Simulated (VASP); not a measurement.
## Binding against coverage on NbN(001)

How do binding energy and the level below the vacuum change as the layer fills? Model: NbN(001), 2 x 2, four layers.

Program: VASP 6.6.1. Level of theory: PBEsol; plane waves and PAW (Nb_sv, N), in the first sound run; inputs show where later runs differ. Results are calculated unless marked as measured.

## 1. Set-up

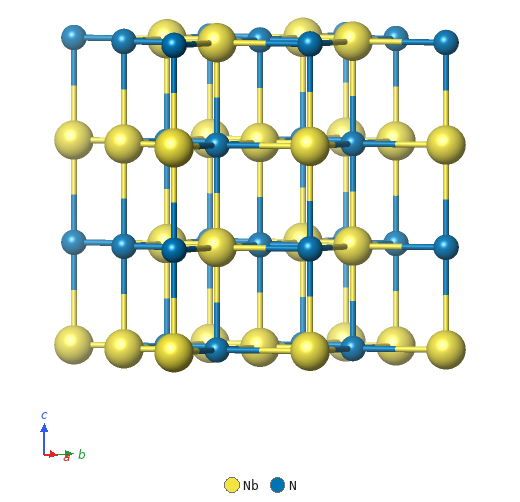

Start, viewed from the side, with the c axis up; niobium yellow, nitrogen blue. Some periodic images of atoms are drawn too.

The cell holds 32 atoms: 16 Nb and 16 N. Cell: a = 6.208 Å, b = 6.208 Å, c = 22.585 Å, α = 90.0°, β = 90.0°, γ = 90.0°. It derives from NbN. Vacuum lies along c.

## 2. Relax the state, PBEsol

State “clean”: the free atoms relax, with the lowest layers held.

Level: PBEsol; plane waves and PAW (Nb_sv, N).

Contents of INCAR:

```
SYSTEM = NbN
PREC = Normal
ENCUT = 400
EDIFF = 1E-05
NELM = 120
ISMEAR = 1
SIGMA = 0.1
LREAL = Auto
ALGO = Fast
GGA = PS
NBANDS = 168
LASPH = .TRUE.
LORBIT = 11
LWAVE = .FALSE.
LCHARG = .FALSE.
KPAR = 4
NCORE = 2
IBRION = 2
NSW = 80
ISIF = 2
EDIFFG = -0.04
POTIM = 0.4
MAXMIX = 40
IDIPOL = 3
LDIPOL = .TRUE.
DIPOL = 0.5 0.5 0.5
ISYM = 2
```

Contents of POSCAR:

```
NbN
1.0
    6.2083975390      0.0000000000      0.0000000000
    0.0000000000      6.2083975390      0.0000000000
    0.0000000000      0.0000000000     22.5850000000
Nb N
16 16
Selective dynamics
Direct
    0.0000000000      0.0000000000      0.3542174010  F F F
    0.0000000000      0.5000000000      0.3542174010  F F F
    0.5000000000      0.0000000000      0.3542174010  F F F
    0.5000000000      0.5000000000      0.3542174010  F F F
    0.2500000000      0.2500000000      0.4514058000  F F F
    0.2500000000      0.7500000000      0.4514058000  F F F
    0.7500000000      0.2500000000      0.4514058000  F F F
    0.7500000000      0.7500000000      0.4514058000  F F F
    0.0000000000      0.0000000000      0.5485942000  T T T
    0.0000000000      0.5000000000      0.5485942000  T T T
    0.5000000000      0.0000000000      0.5485942000  T T T
    0.5000000000      0.5000000000      0.5485942000  T T T
    0.2500000000      0.2500000000      0.6457825990  T T T
    0.2500000000      0.7500000000      0.6457825990  T T T
    0.7500000000      0.2500000000      0.6457825990  T T T
    0.7500000000      0.7500000000      0.6457825990  T T T
    0.2500000000      0.2500000000      0.3542174010  F F F
    0.2500000000      0.7500000000      0.3542174010  F F F
    0.7500000000      0.2500000000      0.3542174010  F F F
    0.7500000000      0.7500000000      0.3542174010  F F F
    0.0000000000      0.0000000000      0.4514058000  F F F
    0.0000000000      0.5000000000      0.4514058000  F F F
    0.5000000000      0.0000000000      0.4514058000  F F F
    0.5000000000      0.5000000000      0.4514058000  F F F
    0.2500000000      0.2500000000      0.5485942000  T T T
    0.2500000000      0.7500000000      0.5485942000  T T T
    0.7500000000      0.2500000000      0.5485942000  T T T
    0.7500000000      0.7500000000      0.5485942000  T T T
    0.0000000000      0.0000000000      0.6457825990  T T T
    0.0000000000      0.5000000000      0.6457825990  T T T
    0.5000000000      0.0000000000      0.6457825990  T T T
    0.5000000000      0.5000000000      0.6457825990  T T T
```

Contents of KPOINTS:

```
Automatic mesh
0
Gamma
4 4 1
0 0 0
```

The projector-augmented-wave data sets are Nb_sv and N (PBE family, release 64).

The run is started by

```console
> mpirun -np 8 vasp_std
```

The log of the run:

```text
[banner, memory and clock lines left out]
running    8 mpi-ranks, on    1 nodes
[...]
|                                                                             |
|               ----> ADVICE to this user running VASP <----                  |
|                                                                             |
|     You enforced a specific xc type in the INCAR file but a different       |
|     [... a line on the potential file left out ...]
|     I HOPE YOU KNOW WHAT YOU ARE DOING!                                     |
|                                                                             |

 LDA part: xc-table for (Slater+PW92), standard interpolation
 POSCAR, INCAR and KPOINTS ok, starting setup
[...]
entering main loop
       N       E                     dE             d eps       ncg     rms          rms(c)
DAV:   1     0.300480724652E+04    0.30048E+04   -0.14292E+05  2424   0.134E+03
DAV:   2    -0.705399758191E+02   -0.30753E+04   -0.30068E+04  2608   0.539E+02
[...]
WARNING in EDDRMM: call to ZHEGV failed, returncode =   8  4     79
   8 F= -.34298149E+03 E0= -.34297425E+03  d E =-.164454E-01
[...]
WARNING in EDDRMM: call to ZHEGV failed, returncode =   6  3     79
   9 F= -.34298245E+03 E0= -.34297641E+03  d E =-.174053E-01
  10 F= -.34298386E+03 E0= -.34297720E+03  d E =-.188174E-01
[...]
WARNING in EDDRMM: call to ZHEGV failed, returncode =   8  4     81
[...]
WARNING in EDDRMM: call to ZHEGV failed, returncode =   6  3    110
  11 F= -.34299106E+03 E0= -.34298437E+03  d E =-.719591E-02
  12 F= -.34299722E+03 E0= -.34299070E+03  d E =-.133641E-01
  13 F= -.34300181E+03 E0= -.34299589E+03  d E =-.179501E-01
  14 F= -.34300035E+03 E0= -.34299671E+03  d E =0.146289E-02
  15 F= -.34300340E+03 E0= -.34299849E+03  d E =-.158965E-02
[...]
WARNING in EDDRMM: call to ZHEGV failed, returncode =   6  3    100
WARNING in EDDRMM: call to ZHEGV failed, returncode =   6  3    124
  16 F= -.34300396E+03 E0= -.34299979E+03  d E =-.556952E-03
 trial-energy change:   -0.000557  1 .order   -0.000476   -0.001741    0.000789
 step:   1.9318(harm=  1.8304)  dis= 0.00376  next Energy=  -343.004062 (dE=-0.663E-03)
 reached required accuracy - stopping structural energy minimisation
```

Wall time 11 min (8 MPI ranks of Intel Xeon 6975P-C (Granite Rapids), shared host); peak memory 3.3 GiB.

The logs omit lines about the potential files and the build; timing stands in the text.

From OUTCAR (step 2):

```text
  Total      -46.8837555    -46.8837555    -18.8465865      0.0000000      0.0000000      0.0000000
  in kB      -86.2886836    -86.2886836    -34.6867934      0.0000000      0.0000000      0.0000000
  external PRESSURE =     -69.0880535 kB  Pullay stress =       0.0000000 kB

 POSITION                                       TOTAL-FORCE (eV/Angst)
 -----------------------------------------------------------------------------------
      0.00000      0.00000      8.00000        -0.000000     -0.000000      2.336928
      0.00000      3.10420      8.00000        -0.000000     -0.000000      2.336928
      3.10420      0.00000      8.00000        -0.000000     -0.000000      2.336928
      3.10420      3.10420      8.00000        -0.000000     -0.000000      2.336928
      1.55210      1.55210     10.19500         0.000000     -0.000000     -1.071822
      1.55210      4.65630     10.19500         0.000000     -0.000000     -1.071822
      4.65630      1.55210     10.19500        -0.000000     -0.000000     -1.071822
      4.65630      4.65630     10.19500        -0.000000     -0.000000     -1.071822
      0.00000      0.00000     12.50262        -0.000000      0.000000      0.003116
      0.00000      3.10420     12.50262         0.000000      0.000000      0.003116
      3.10420      0.00000     12.50262        -0.000000      0.000000      0.003116
      3.10420      3.10420     12.50262         0.000000      0.000000      0.003116
      1.55210      1.55210     14.49014         0.000000      0.000000     -0.005763
      1.55210      4.65630     14.49014        -0.000000     -0.000000     -0.005763
[...]
-----------------------------------------------------------------------------------
    total drift:                                0.000000      0.000000      0.091297

  FREE ENERGIE OF THE ION-ELECTRON SYSTEM (eV)
  ---------------------------------------------------
  free  energy   TOTEN  =      -343.0039561536 eV

  energy  without entropy=     -342.9914457341  energy(sigma->0) =     -342.99978601

 reached required accuracy - stopping structural energy minimisation

[... 3 further parts left out ...]
[key lines of the parts left out:]
E-fermi :   3.3828
```

Read from the output:

| Property | Result |
| --- | --- |
| energy(sigma→0) of the program | -342.9998 eV |
| ionic steps | 16 |

(Continued in part 2 of 4.)

[Lines on the potential files, build, host, timing and source positions are cut from VASP's logs without a mark.]

[Logs are printed without paths, hosts, clocks, repeated set-up lines and the standing remarks that a program may print on its own settings, such as how far it seeks lower states.]

[Hosts, paths, dates, database ids (printed as entryN), source tags and the programs' standing remarks are cut or masked in the printed files.]
